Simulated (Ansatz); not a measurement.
System: CsCl-type CsI, space group Pm-3m (No. 221), 2 atoms in the cell. The cell is scaled uniformly. Method: LDA, all-electron LAPW, no spin polarisation, no spin-orbit coupling, 7×7×7 k mesh (Ansatz).

At −1.4 GPa the direct gap is 3.62 eV (Γ).

> How does this gap move from −1.8 GPa to −0.7 GPa?

Γ rises by 0.38 eV. A straight line through the points has a slope of +335 at Γ (meV per GPa).

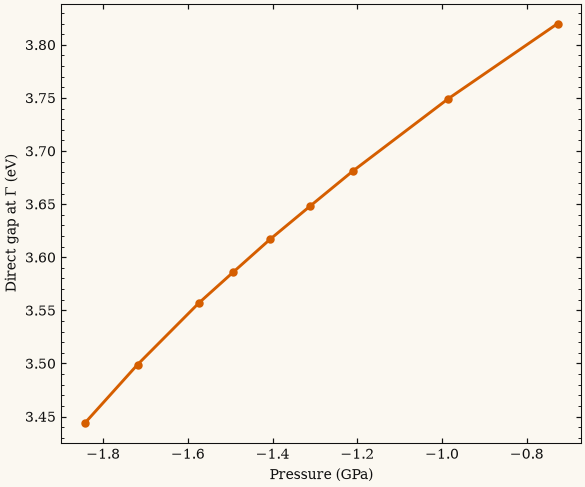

Direct gap at Γ.

| pressure | Γ (eV) | volume (Å³/atom) |
| --- | --- | --- |
| −1.8 GPa | 3.44 | 50.48 |
| −1.7 GPa | 3.50 | 49.52 |
| −1.6 GPa | 3.56 | 48.57 |
| −1.5 GPa | 3.59 | 48.09 |
| −1.4 GPa | 3.62 | 47.62 |
| −1.3 GPa | 3.65 | 47.14 |
| −1.2 GPa | 3.68 | 46.67 |
| −1.0 GPa | 3.75 | 45.71 |
| −0.7 GPa | 3.82 | 44.76 |

The smallest gap over all k points computed is 3.37, 3.43, 3.49, 3.52, 3.56, 3.59, 3.62, 3.70 and 3.78 eV in turn; it lies up to 0.07 eV under the lowest value plotted. Spin-orbit coupling is left out, which matters for Cs and I. LDA, GGA and most meta-GGA functionals understate gaps. A mesh with an odd division misses points of the zone boundary, where a smaller gap can lie.
